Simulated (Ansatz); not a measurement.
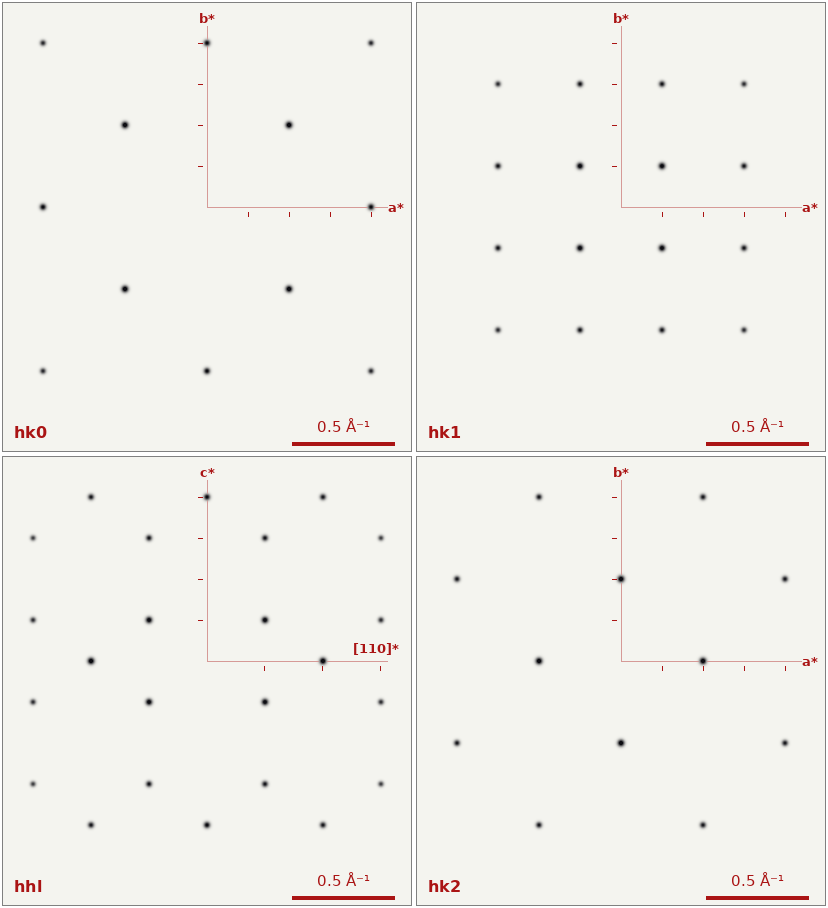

Simulated precession-type sections (X-rays; kinematic intensities, B = 0.5 Å²). The ticks mark integer indices of the conventional cell.

The compound is Cr. Structure: the input geometry of an electronic-structure calculation (not necessarily at equilibrium); the starting structure was generated, so it need not be a known form of this composition.

**What cell do the layers give?**

a* = 0.202, b* = 0.202, c* = 0.202 Å⁻¹; the cell is cubic with a = 4.94 Å.

**List the systematic absences.**

Reflections are present only under these conditions. hkl: h + k = 2n, h + l = 2n; hk0: h = 2n, h + k = 4n; hhl: h + l = 2n; h00: h = 4n. The lattice is face-centred (F). Further gaps, such as 2 2 2, 4 4 2, come from atoms on special positions, not from the group's general conditions.

**Which space groups fit?**

The intensities have Laue symmetry m-3m (the hk0 layer shows 4mm, hk1 shows 4mm). With these conditions only Fd-3m (No. 227) fits.
